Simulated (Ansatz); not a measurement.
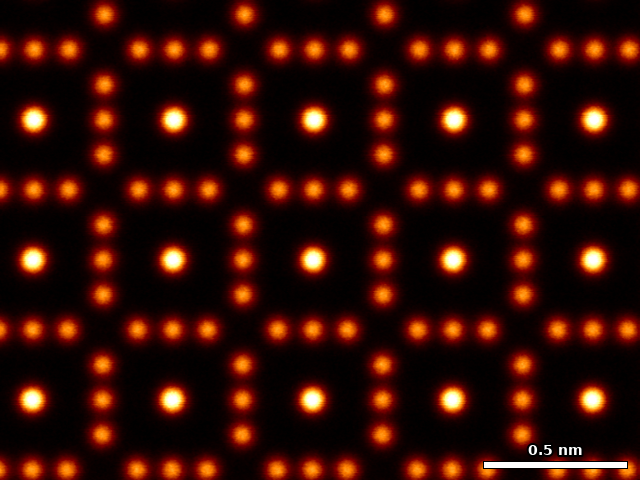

An image along [001] of one of the structures below (computed or model cells, partly hypothetical, each in its standard cell). Simulated incoherent Z contrast: every atom adds Z^1.6 spread by a probe of 0.67 Å full width; channelling and multiple scattering are left out. The probe carries 25 % of its weight in a tail 2.5 times as wide. Shot noise and a slight drift were added.

A. Si
Space group P6_3/mmc (No. 194). a = 2.625 Å, b = 2.625 Å, c = 4.598 Å, α = 90.00°, β = 90.00°, γ = 120.00°
```csv
atom,site,symmetry,x,y,z
Si,2c,-6m2,0.3333,0.6667,0.2500
```

B. Si
Space group Pm-3m (No. 221). a = 2.500 Å, b = 2.500 Å, c = 2.500 Å, α = 90.00°, β = 90.00°, γ = 90.00°
| atom | site | symmetry | x | y | z |
| --- | --- | --- | --- | --- | --- |
| Si | 1a | m-3m | 0.0000 | 0.0000 | 0.0000 |

C. Si
Space group Pm-3n (No. 223). a = 4.931 Å, b = 4.931 Å, c = 4.931 Å, α = 90.00°, β = 90.00°, γ = 90.00°
```json
{"atom": "Si", "site": "2a", "symmetry": "m-3.", "x": "0.0000", "y": "0.0000", "z": "0.0000"}
{"atom": "Si", "site": "6c", "symmetry": "-4m.2", "x": "0.2500", "y": "0.0000", "z": "0.5000"}
```

D. Si
Space group Ia-3 (No. 206). a = 6.647 Å, b = 6.647 Å, c = 6.647 Å, α = 90.00°, β = 90.00°, γ = 90.00°
```tsv
atom	site	symmetry	x	y	z
Si	16c	.3.	0.1008	0.1008	0.1008
```

Question: Which structure was imaged?

Answer: C, Si. Along [001] the projected cells are A 2.63 × 2.63 Å, 120°; B 2.50 × 2.50 Å, 90°; C 4.93 × 4.93 Å, 90°; D 3.32 × 3.32 Å, 90°. The image repeats as C does, and its brightest columns are Si.

Structure C: the input geometry of an electronic-structure calculation (not necessarily at equilibrium); the starting structure was generated, so it need not be a known form of this composition.
